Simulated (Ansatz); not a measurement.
# Cutoff, mesh or smearing: what limits a work function? K(100), Zr(0001), Mo(111), Ag(111), Cd(0001) and Pb(110)

One slab of each metal is run with one setting changed at a time. Which setting moves the work function most, and which can be cut?

Set-up. Ansatz 0.2.0, plane waves with PAW datasets (its set soft_2), PBE; unrelaxed symmetric slabs of 7 layers (11 for bcc (111)), 18 Å of vacuum. The reference has 420 eV, the mesh listed and Fermi-Dirac smearing of 0.1 eV; the other columns give the change in eV.

The runs side by side:

```tsv
face	mesh	reference (eV)	300 eV	600 eV	mesh × 1/3	mesh × 2/3	mesh × 3/2	Gaussian 0.05	cold 0.1	Methfessel-Paxton 0.2	Fermi-Dirac 0.3
K(100)	8×8	2.254	0.000	+0.001	+0.040	−0.013	0.000	−0.001	−0.009	−0.020	+0.194
Zr(0001)	15×15	4.192	0.000	0.000	−0.017	+0.004	0.000	−0.002	+0.012	+0.014	−0.014
Mo(111)	11×11	3.710	+0.003	0.000	−0.023	+0.008	0.000	−0.018	−0.016	−0.028	+0.146
Ag(111)	16×16	4.450	+0.003	0.000	+0.234	+0.020	−0.010	+0.004	−0.002	−0.009	+0.064
Cd(0001)	16×16	3.877	+0.006	0.000	−0.026	+0.013	−0.021	+0.052	+0.030	+0.014	+0.003
Pb(110)	8×12	3.700	−0.001	0.000	−0.148	−0.031	+0.009	−0.029	−0.027	−0.004	+0.023
```

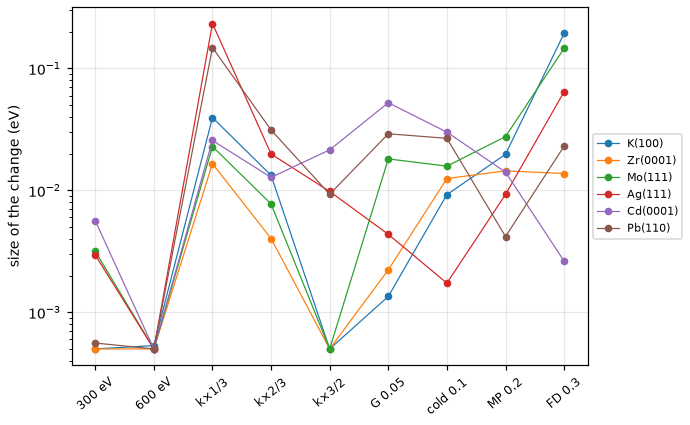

Size of the change against the reference; values under 0.0005 eV are drawn at that line.

**Reading.** The largest change of a row comes from the hot smearing on 2 faces, from the coarsest mesh on 3 and from another setting on 1. Runs at 200 eV and on a still coarser mesh, made as deliberately poor settings, are not listed. 600 eV moves no value by more than 0.001 eV, and 300 eV none by more than 0.006 eV. A mesh with a third of the points along each axis is off by up to 0.23 eV (Ag(111)) and two thirds by up to 0.031 eV; three halves still move Cd(0001) by 0.021 eV, so the reference mesh is not converged beyond that. The three narrow or corrected schemes, nearer to zero temperature, lie −0.02 to +0.03 eV from the reference on average. Fermi-Dirac smearing of 0.3 eV, an electron temperature near 3,500 K, moves K(100) by 0.19 eV.

Caveats: Where those three schemes disagree, their widths or the mesh may be the cause; they were not run on a finer mesh. One setting changes at a time, and errors need not add; the faces are unrelaxed and unreconstructed. The table is a selection: not every member that was run is listed.

[Logs are printed without paths, hosts, clocks, repeated set-up lines and the standing remarks that a program may print on its own settings, such as how far it seeks lower states.]
